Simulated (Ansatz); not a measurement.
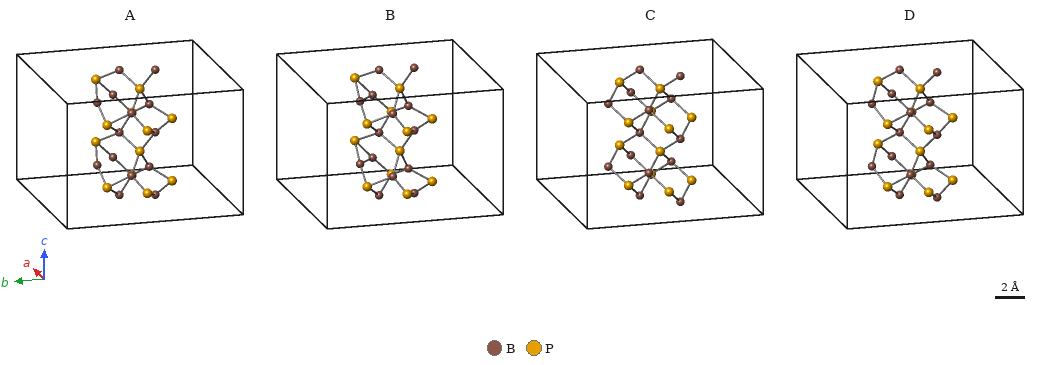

4 geometries from one relaxation of a wire of composition BP, in shuffled order. Style: ball-and-stick. Shown: the 2 repeat of the cell, with the vacuum cut short, from a free direction.

Case: wire along [0 0 1], 12 atoms a period.

Theory: DFT PBE, scalar-relativistic, plane waves, PAW (Ansatz 0.2.0). Set-up: plane-wave cutoff 420 eV; k-point mesh 1 × 1 × 7; occupations gaussian; smearing width 0.05 eV; collinear spin; cell relaxed at fixed a, b, alpha, beta, gamma; force threshold 0.02 eV/Å; at most 45 steps.

> Put them in the order of the run, from the start to the converged end.

C, D, A, B. They are steps 0, 2, 4, 16, at +5.444 eV per cell of the calculation, +2.261 eV per cell of the calculation, +0.512 eV per cell of the calculation relative to the last. The energy falls by 5.444 eV per cell of the calculation in 13 accepted moves (16 points after the start). The largest force component goes from 2.3 to 0.014 eV/Å. The line search rejected the trial steps at points 6, 11 of the run. At 1 point the geometry stayed and the basis and grid were re-selected for the new cell (energy shift of 0.3 meV per cell of the calculation at most each time). The largest moves relative to the centre of the atoms, 0.90 Å, are those of B atoms. By element the largest moves are B 0.90 Å, P 0.48 Å. Along the periodic axis the drawn cell goes c 9.097 → 9.063 Å (−0.4 %). Among the contacts that change: B–B 3.216 → 1.786 Å, B–B 3.216 → 2.047 Å, B–B 3.216 → 2.233 Å, B–P 1.969 → 2.102 Å. Bond angles that change, for instance: P–B–P 109.5° → 175.5°, B–P–B 109.5° → 57.9°, B–P–B 109.5° → 65.6°. The program noted that the starting moments weren't kept.
